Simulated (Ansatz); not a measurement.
TiN: geometry relaxation (part 2 of 2)

Continued. System: TiN (slab, 6 atoms in the cell). Method: DFT PBE, scalar-relativistic, plane waves, PAW, PAW set soft_1, no spin polarisation (Ansatz 0.2.0); cutoff 420 eV, 10×10×1 k-mesh, Gaussian smearing of 0.1 eV. The structure derives from an entry of the Crystallography Open Database. The input holds or restrains some coordinates. Forces given for the steps count only the free coordinates.

Geometry of the input (Å; fractional positions):
```
3.0029  0.0000  0.0000
0.0000  3.0029  0.0000
0.0000  0.0000  18.2467
Ti 0.5000  0.5000  0.3836
N  0.0000  0.0000  0.3836
Ti 0.0000  0.0000  0.5000
N  0.5000  0.5000  0.5000
Ti 0.5000  0.5000  0.6164
N  0.0000  0.0000  0.6164
```

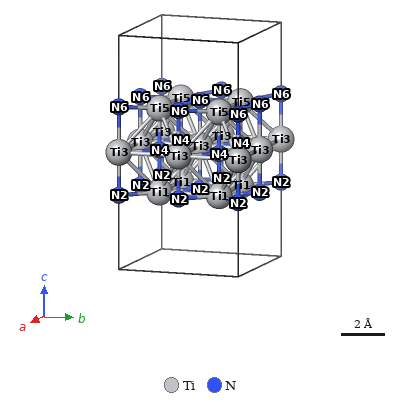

*The geometry at step 3 of the log (ball-and-stick view of the 2 × 2 repeat of the cell, with the vacuum cut short, seen slightly off an axis; atoms are numbered from 1 in the order of the input).*

**The program's output, continued**
```
SCF iter   1: F=—  HF=-8659.752491 eV  |F-HF|=—  |Δ(HF+E_count)|=         —  Δρ=1.41e-4  dr2=4.89e-5  ethr=9.72e-7  p=-0.026 e·Å  D=-2.83e-2 V/Å  ΔV_dip=0.52 eV  dr2_dipole=4.12e-7  V_vac-E_F(+/−)=2.99/2.47 eV  ⟨swp⟩=2.0  Hψ=1223  notcnv=0
efield: sawtooth ramp at fractional position 0.9800 (handed on by an earlier solve), width 0.0400; the density the first Hamiltonian is built on has a dipole p = -0.026 e·Å; the dipole correction subtracts the counter field D = -2.83e-2 V/Å, which shifts the + side's vacuum level by +0.52 eV against the − side's; the planar-averaged density in the ramp window peaks in size at 1.4e-5 e/Å³
preconditioner: auto → LDOS  [metal: Δε(μ)=0.017 eV  Ē_g=7.950 eV  σ=0.100 eV  W_gap=0.09  n_scr=32 (ndim 8)  ℏωp=15.0 eV  f_vac=0.584  D(μ)=3.78/eV (n_scr^D=10)  β→1.0]
SCF iter   2: F=—  HF=-8659.752451 eV  |F-HF|=—  |Δ(HF+E_count)|=   4.00e-5  Δρ=8.37e-5  dr2=1.04e-5  ethr=9.59e-8  p=-0.026 e·Å  D=-2.83e-2 V/Å  ΔV_dip=0.52 eV  dr2_dipole=7.87e-8  V_vac-E_F(+/−)=2.99/2.48 eV  ⟨swp⟩=2.3  Hψ=1232  notcnv=0
SCF iter   3: F=—  HF=-8659.752448 eV  |F-HF|=—  |Δ(HF+E_count)|=   2.76e-6  Δρ=1.75e-5  dr2=9.90e-7  ethr=2.03e-8  p=-0.026 e·Å  D=-2.82e-2 V/Å  ΔV_dip=0.52 eV  dr2_dipole=7.86e-10  V_vac-E_F(+/−)=2.99/2.48 eV  ⟨swp⟩=2.7  Hψ=1111  notcnv=0
SCF iter   4: F=—  HF=-8659.752448 eV  |F-HF|=—  |Δ(HF+E_count)|=   1.63e-7  Δρ=8.89e-6  dr2=2.74e-7  ethr=1.94e-9  p=-0.026 e·Å  D=-2.82e-2 V/Å  ΔV_dip=0.52 eV  dr2_dipole=3.72e-9  V_vac-E_F(+/−)=3.00/2.48 eV  ⟨swp⟩=2.3  Hψ=1020  notcnv=0
SCF iter   5: F=-8659.752448 eV  HF=-8659.752448 eV  |F-HF|=1.64e-8  |Δ(HF+E_count)|=   4.14e-8  Δρ=3.84e-6  dr2=4.95e-8  ethr=1.96e-10  p=-0.026 e·Å  D=-2.82e-2 V/Å  ΔV_dip=0.51 eV  dr2_dipole=1.91e-10  V_vac-E_F(+/−)=3.00/2.48 eV  ⟨swp⟩=13.7  Hψ=5342  notcnv=0
WARN: efield: at this solve's end the planar-averaged density reaches 1.46e-5 e/Å³ inside the ramp window [0.9252, 0.0748] (bound 1e-5 e/Å³); the window's nearer edge stands 5.62 Å from this solve's nearest atom along the axis. Its work functions, free energy, forces, stress, dipole, levels and responses can be off, and this figure does not tell by how much. A short vacuum, a low `basis.ecutwfc` or `basis.ecutrho_ratio` and negative occupations (`scf.occupations.method`) can put density there. See the manual's quickstart, § The vacuum guard
SCF 5 converged in 5 iterations: F = -8659.752448 eV  dr2 = 4.95e-8
relax step   5: F+E_penalty+E_count = -8659.75244772 eV  Δ(F+E_penalty+E_count) = -5.783e-5 eV  max|allowed force component| = 1.000e-2 eV/Å  Δτ_max = 0.0016 Å  (5 SCF iters, accepted)
```

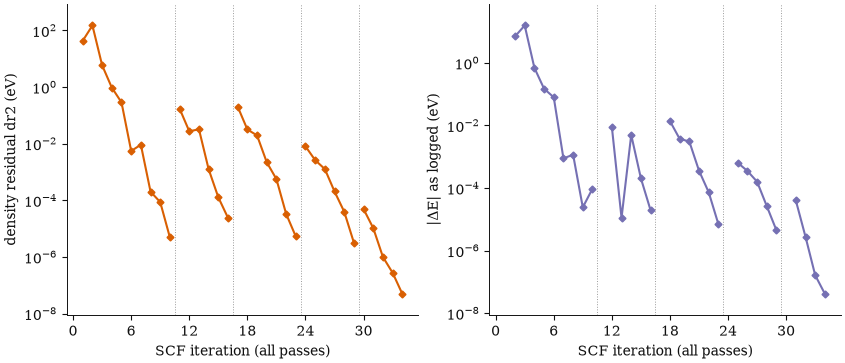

*Convergence of the self-consistent field: density residual dr2 and size of the energy change against the SCF iteration. The dotted lines part the SCF passes of the relaxation: geometry steps, rejected trials and re-solves on a re-selected basis.*

The 5 passes take 5 to 10 iterations each, 34 in all.

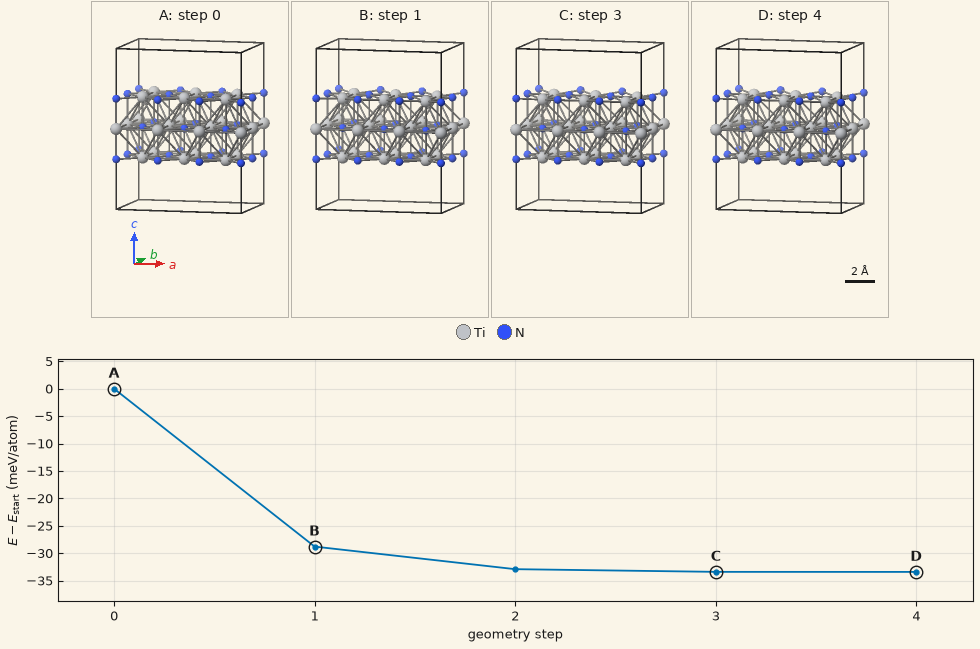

*Frames of the restrained relaxation (ball-and-stick view of the 3 × 2 repeat of the cell, with the vacuum cut short, seen slightly off an axis) above the curves, on which the letters mark them (the first geometry is step 0 here and step 1 in the log).*

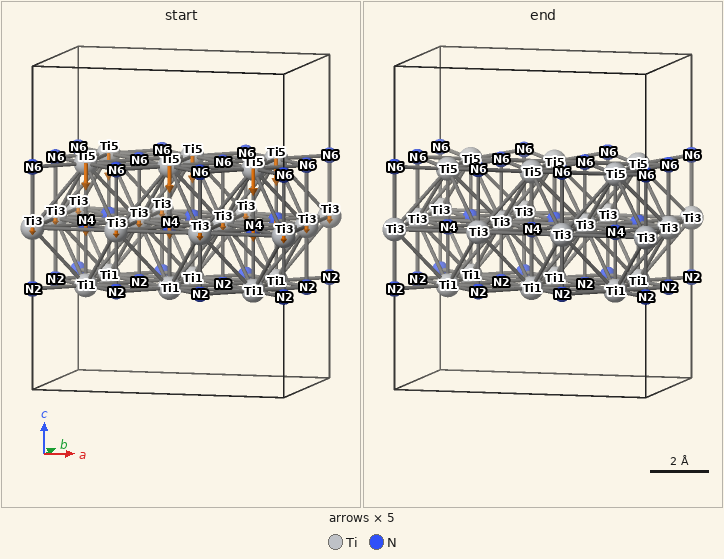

*Before (left) and after (right) the restrained relaxation, at one scale (ball-and-stick view of the 3 × 2 repeat of the cell, with the vacuum cut short, seen slightly off an axis). The orange arrows give the displacements, magnified 5 times.*

After 4 geometry steps the energy has fallen by 33.4 meV per atom. Largest force component: 1.8 eV/Å at the start, 0.01 eV/Å at the end. Ti5 moves most: 0.19 Å. Largest moves by element: Ti 0.19 Å, N 0.09 Å. The cell doesn't change. Among the contacts that change: N4–Ti5 2.123 → 2.018 Å, Ti3–Ti5 3.003 → 2.906 Å, Ti1–N4 2.123 → 2.038 Å, Ti3–N6 2.123 → 2.188 Å. Among the angles that change: Ti5–N6–Ti5 180.0° → 169.1°, Ti3–N6–Ti5 90.0° → 84.5°. (Atoms are counted from 1 in the order of the input.)

```
WARN: The output density's exchange-correlation potential varies sharply where the density is thin. Do not read a vacuum level from v_tot or v_xc, or from such a field of the output density. On a cell that repeats whose density bears no net charge and no dipole along the vacuum's axis use v_es (v_loc + v_h of the components); under efield.dipole_correction with no amplitude use v_es + v_field, which holds any external_charges[].barrier, or the levels of the report's work_function block, which leave it out; under a non-zero efield.amplitude the vacuum is tilted and has no level; on a cell that repeats and bears such a dipole with no correction it is tilted too, and efield.dipole_correction with no amplitude gives each side of its ramp a level where efield: is served; in a cell that repeats whose density bears a net charge (total_charge, or a fill off its count) it is curved and has none; of a slab under crystal.periodic whose density bears no net charge use v_es, which has a level on each side, short of where the two are joined; of another it falls or rises all the way out and has none; of a slab beside external_charges read slab_vacuum_level instead, which it has where they leave it neutral. The grid or the basis barely resolves most such structure, and the values can differ between equally converged runs; as a rule a tighter scf.convergence.dr2_threshold does not remove it. Where the density itself ripples (under the LDA too) a higher basis.ecutwfc lessens it. The files hold the spikes' plane waves up to the density's cutoff. Files: v_tot_of_output_density and the like, and their columns of v_z.tsv (output.write_potential); v_xc_of_output_density and the like, and their columns of v_comp_z.tsv (output.write_potential_components). Measured: with its Gaussian average of σ = 0.25 Å subtracted twice, the exchange-correlation potential is over 0.1 eV at 3119 of the grid points where the equally averaged density (valence and model cores) is under 1e-3 e/Å³, and 0.792 eV at the most among them, at an averaged density of 1.5e-6 e/Å³. The input density's (outcome.potential() and, of a run that writes arrays, v_tot and v_xc) is over 0.1 eV, so measured, at 3525 points of its own thin density, 1.98 eV at the most. See output.write_potential in the manual, Limitations
SCF converged after 5 iterations
Free energy (F): -8659.752448 eV
Harris-Foulkes:  -8659.752448 eV  (|F-HF|=1.64e-8)
Internal energy: -8659.733547 eV  (E = F + TS)
E sigma→0 (E₀):  -8659.742997 eV
Entropy (-TS):   -0.018901 eV (-3.150 meV/atom)
Fermi energy:    4.182534 eV
Dipole field:    D = -0.028239 V/Å  (p = -0.025676 e·Å, saw-weighted, corrected)
Work function:   Φ+ = 2.9966 eV   Φ− = 2.4812 eV
Levels:          The Fermi level and band energies are counted from a zero that moves with the ramp; work functions are not
Vacuum region:   at the solve's end the planar-averaged density reaches 1.46e-5 e/Å³ inside the ramp window [0.9252, 0.0748] (bound 1e-5 e/Å³)
--- Per-component energies (eV) ---
  E_band       = -929.128416
  E_kinetic    = 1225.426929
  E_local      = -38471.156886  (includes V_loc(G=0)·N_el)
  E_nonlocal   = 284.469837
  E_hartree    = 18637.177976
  E_xc         = -528.819790
  E_vxc        = -665.270605  (∫ρ·V_xc dr)
  E_paw        = -3507.478522  (= ΣΔE_a)
  E_vpaw       = -576.890903  (= ΣTr[D̂ρ^β])
  E_aug_tail   = 0.002328  (compensation charges beyond the density's cutoff)
  E_efield     = 0.000363  (sawtooth field / dipole correction)
  E_vefield    = -0.092445  (∫n·V_field dr)
  E_ewald      = 13700.644218
  E_smearing   = -0.018901  (= −TS)
  E_closure    = 0.000000  (closes the sum)
  Σ components = -8659.752448   (vs F -8659.752448, Δ=0.00e0)
--- Forces (eV/Å), atoms counted from 1 ---
  atom   1  Ti    -0.00000000     0.00000000     1.75960100
  atom   2  N     -0.00000000     0.00000000    -1.75971145
  atom   3  Ti     0.00000000     0.00000000    -0.00383625
  atom   4  N      0.00000000     0.00000000     0.00999971
  atom   5  Ti     0.00000000     0.00000000    -0.00216423
  atom   6  N      0.00000000     0.00000000    -0.00375481
  max |Σ_I F_I| component: 1.34e-4 eV/Å
--- Band table (eV; the first three rows and the last of 21) ---
  k-point 0: bands = ["-53.7899", "-53.6467", "-53.4223", "-30.2586", "-30.0941", "-29.8904", "-29.8904", "-29.7730", "-29.7730", "-29.6111", "-29.6111", "-29.5977", "-12.6351", "-11.3559", "-11.1203", "-1.7828", "-0.6558", "0.4219", "0.5713", "0.5713", "1.3179", "1.6697", "1.6697", "2.1731", "2.1731", "2.3826", "3.3866", "4.0558", "4.1793", "4.1793", "4.8351", "5.3203"]
  k-point 1: bands = ["-53.7865", "-53.6429", "-53.4204", "-30.2551", "-30.1019", "-29.9204", "-29.8843", "-29.8151", "-29.7668", "-29.6407", "-29.6107", "-29.5818", "-12.5171", "-11.2564", "-11.0173", "-1.8122", "-0.8141", "-0.0428", "0.2717", "0.3595", "0.9145", "1.2475", "1.2695", "1.7091", "2.2657", "3.0313", "3.7892", "4.1504", "4.1768", "4.1967", "5.2034", "5.7040"]
  k-point 2: bands = ["-53.7777", "-53.6329", "-53.4154", "-30.2525", "-30.1257", "-29.9989", "-29.9020", "-29.8683", "-29.7495", "-29.7055", "-29.6102", "-29.5632", "-12.1918", "-10.9891", "-10.7325", "-1.9424", "-1.6046", "-0.4227", "-0.3654", "-0.2359", "0.1450", "0.3420", "0.4966", "0.8926", "3.2237", "3.8847", "4.2048", "4.3168", "4.3399", "4.6539", "5.4344", "5.7839"]
  k-point 20: bands = ["-53.7243", "-53.5759", "-53.3705", "-30.1812", "-30.1812", "-30.1559", "-30.0501", "-30.0501", "-29.9850", "-29.8281", "-29.8281", "-29.6257", "-11.7114", "-10.8067", "-10.3835", "-1.7254", "-1.7254", "-0.8063", "-0.4992", "-0.4992", "0.3425", "0.3425", "0.4856", "1.7601", "2.1496", "2.1496", "4.6538", "4.6538", "5.4013", "6.5010", "6.5411", "6.5411"]
--- Relaxed structure (5 steps of the walk, 5 accepted, 0 SCFs on fresh bases) ---
  F+E_penalty+E_count = -8659.75244772 eV   max|allowed force component| = 1.000e-2 eV/Å
  atoms:
    - { symbol: Ti, position: [0.49999999999999994, 0.49999999999999994, 0.3836314545999999] }
    - { symbol: N, position: [0.0, 0.0, 0.3836314545999999] }
    - { symbol: Ti, position: [-4.81024629777812e-34, 0.0, 0.4971200482458152] }
    - { symbol: N, position: [0.49999999999999994, 0.49999999999999994, 0.4952989749087928] }
    - { symbol: Ti, position: [0.49999999999999994, 0.49999999999999994, 0.6058689618811727] }
    - { symbol: N, position: [5.611954014074474e-34, 0.0, 0.6170160902606887] }
```

**Trajectory as extended XYZ (Å, eV, eV/Å), 5 frames, from step=1 to step=5**
```
6
Lattice="3.0029 0.0000 0.0000 0.0000 3.0029 0.0000 0.0000 0.0000 18.2467" Properties=species:S:1:pos:R:3:forces:R:3 step=1 energy=-8659.55201
Ti    1.5014    1.5014    7.0000    0.0000   0.0000   1.7977
N     0.0000    0.0000    7.0000    0.0000   0.0000  -1.0829
Ti    0.0000    0.0000    9.1233    0.0000   0.0000  -0.0001
N     1.5014    1.5014    9.1233    0.0000   0.0000   0.0000
Ti    1.5014    1.5014   11.2467    0.0000   0.0000  -1.7976
N     0.0000    0.0000   11.2467    0.0000   0.0000   1.0830
6
Lattice="3.0029 0.0000 0.0000 0.0000 3.0029 0.0000 0.0000 0.0000 18.2467" Properties=species:S:1:pos:R:3:forces:R:3 step=2 energy=-8659.72474
Ti    1.5014    1.5014    7.0000    0.0000   0.0000   1.9583
N     0.0000    0.0000    7.0000    0.0000   0.0000  -1.4128
Ti    0.0000    0.0000    9.1184    0.0000   0.0000  -0.4016
N     1.5014    1.5014    9.0720    0.0000   0.0000   0.0402
Ti    1.5014    1.5014   11.1206    0.0000   0.0000  -0.5971
N     0.0000    0.0000   11.2667    0.0000   0.0000   0.4130
6
Lattice="3.0029 0.0000 0.0000 0.0000 3.0029 0.0000 0.0000 0.0000 18.2467" Properties=species:S:1:pos:R:3:forces:R:3 step=3 energy=-8659.74945
Ti    1.5014    1.5014    7.0000    0.0000   0.0000   1.7020
N     0.0000    0.0000    7.0000    0.0000   0.0000  -1.8676
Ti    0.0000    0.0000    9.0634    0.0000   0.0000  -0.0123
N     1.5014    1.5014    9.0239    0.0000   0.0000  -0.0011
Ti    1.5014    1.5014   11.0297    0.0000   0.0000   0.2753
N     0.0000    0.0000   11.2500    0.0000   0.0000  -0.0982
6
Lattice="3.0029 0.0000 0.0000 0.0000 3.0029 0.0000 0.0000 0.0000 18.2467" Properties=species:S:1:pos:R:3:forces:R:3 step=4 energy=-8659.75239
Ti    1.5014    1.5014    7.0000    0.0000   0.0000   1.7545
N     0.0000    0.0000    7.0000    0.0000   0.0000  -1.7587
Ti    0.0000    0.0000    9.0718    0.0000   0.0000  -0.0212
N     1.5014    1.5014    9.0361    0.0000   0.0000   0.0333
Ti    1.5014    1.5014   11.0552    0.0000   0.0000  -0.0220
N     0.0000    0.0000   11.2569    0.0000   0.0000   0.0135
6
Lattice="3.0029 0.0000 0.0000 0.0000 3.0029 0.0000 0.0000 0.0000 18.2467" Properties=species:S:1:pos:R:3:forces:R:3 step=5 energy=-8659.75245
Ti    1.5014    1.5014    7.0000    0.0000   0.0000   1.7596
N     0.0000    0.0000    7.0000    0.0000   0.0000  -1.7597
Ti    0.0000    0.0000    9.0708    0.0000   0.0000  -0.0038
N     1.5014    1.5014    9.0376    0.0000   0.0000   0.0100
Ti    1.5014    1.5014   11.0551    0.0000   0.0000  -0.0022
N     0.0000    0.0000   11.2585    0.0000   0.0000  -0.0038
```

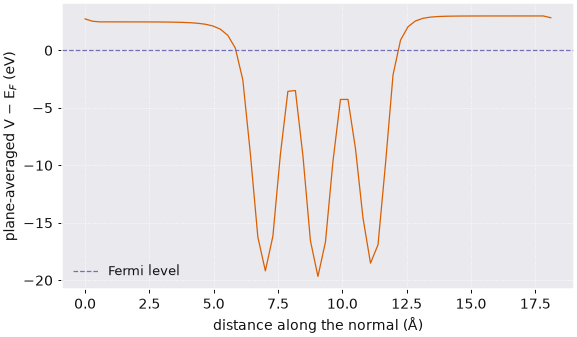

*Plane average of the electrostatic potential energy of an electron across the cell, from the Fermi level.*

The vacuum level lies 3.00 eV above the Fermi level on the upper side and 2.48 eV on the lower.

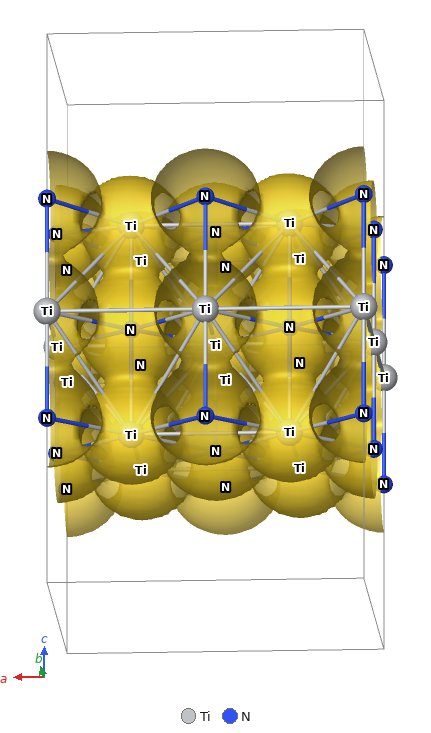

*Isosurface of the valence pseudo-density at 0.4 e/Å³ (yellow), seen at an oblique angle. Sticks mark near contacts.*

At this value the density is joined into sheets; it holds about 85 % of the electrons treated as valence (semicore included). It is pinched off along the Ti–Ti (2.91 Å) contacts. On the grid the lowest density along these lines, outside the cores, is 0.65 e/Å³ (Ti–N, 2.02 Å), 0.21 e/Å³ (Ti–Ti, 2.91 Å), 0.59 e/Å³ (Ti–N, 2.07 Å) and 0.52 e/Å³ (Ti–N, 2.12 Å). In a PAW calculation such maps are meaningful between the atoms, not at the nuclei.

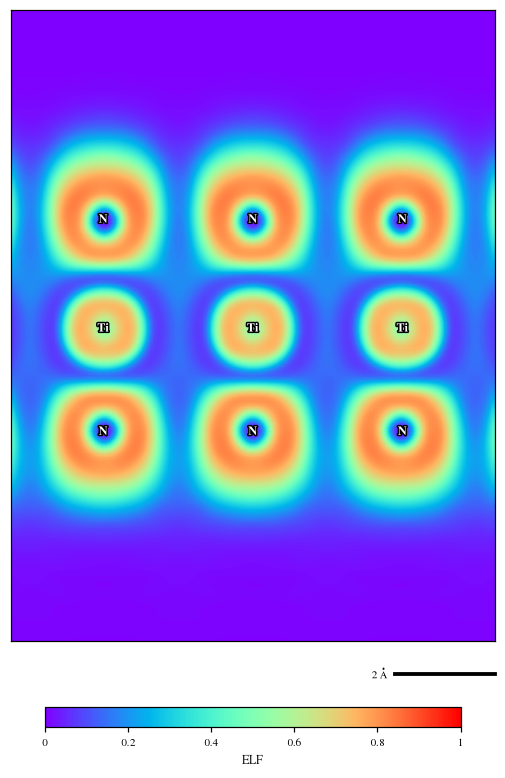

*Electron localisation function on the (100) plane of the calculation cell, a cut from vacuum to vacuum.*

The section cuts through N and Ti sites. Ti–N (2.07 Å): the ELF is about 0.20 at the midpoint (a polar contact without a shared pair, in a metal). Ti–N (2.19 Å): the ELF is about 0.20 at the midpoint (no shared pair; the contact is polar). The strong features right at Ti lie inside the PAW spheres (semicore, d or f shells) and say nothing about bonding.

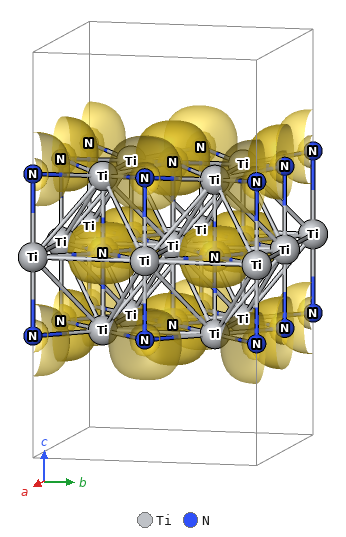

*Isosurface of the electron localisation function at 0.65 (yellow), seen slightly off an axis. Core shells and regions of very low density are left out. Sticks mark near contacts.*

Profiles from the grid: Ti–N (2.02 Å): the ELF is about 0.20 at the midpoint; a polar contact without a shared pair, in a metal. Ti–Ti (2.91 Å): the ELF is about 0.20 at the midpoint; no localised pair between them.
